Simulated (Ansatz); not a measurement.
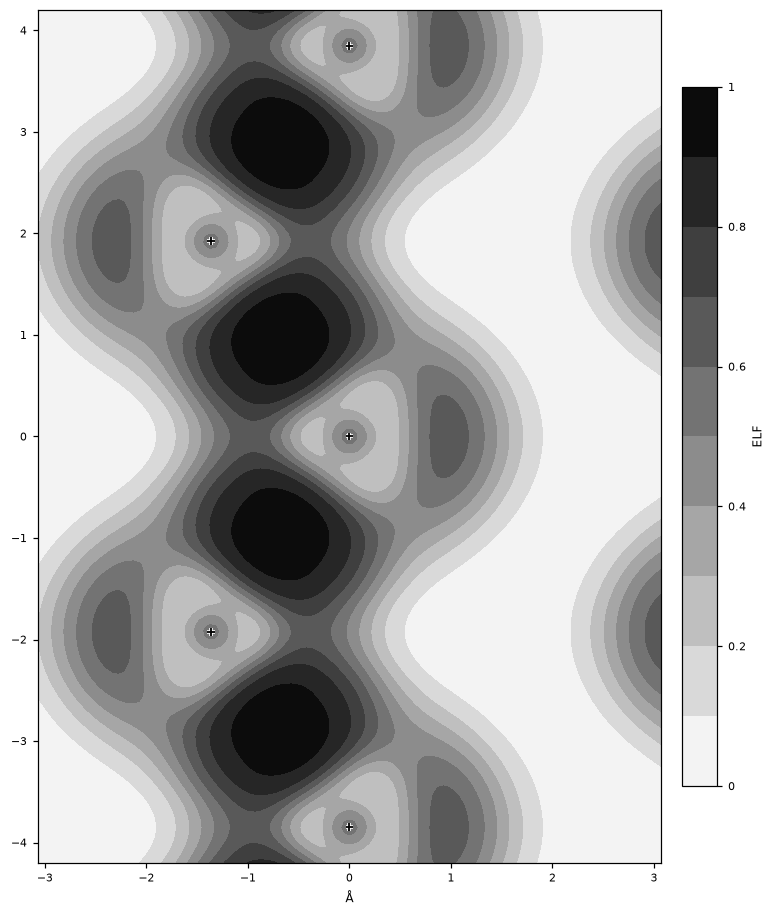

The electron localisation function on a plane through atoms (crosses mark nuclei in the plane).

Computed with Ansatz 0.2.0, Kohn-Sham DFT of a periodic cell, PBE, Ansatz PAW.

Candidates:
A. ZnSe, a = 5.67 Å, b = 5.67 Å, c = 5.67 Å, α = 90.00°, β = 90.00°, γ = 90.00°. Space group F-43m; computed pressure about 2 GPa in this cell.
B. Si, a = 5.44 Å, b = 5.44 Å, c = 5.44 Å, α = 90.00°, β = 90.00°, γ = 90.00°. Space group Fd-3m; a structure from a database of computed crystals, not necessarily the ambient phase.
C. C, a = 3.57 Å, b = 3.57 Å, c = 3.57 Å, α = 90.00°, β = 90.00°, γ = 90.00°. Space group Fd-3m.

Which candidate gave the map?

Candidate B: Si on the (110) plane of the conventional cell, which holds Si. Si–Si (2.36 Å): the ELF peaks at about 0.95 between the atoms, as expected for a covalent bond.
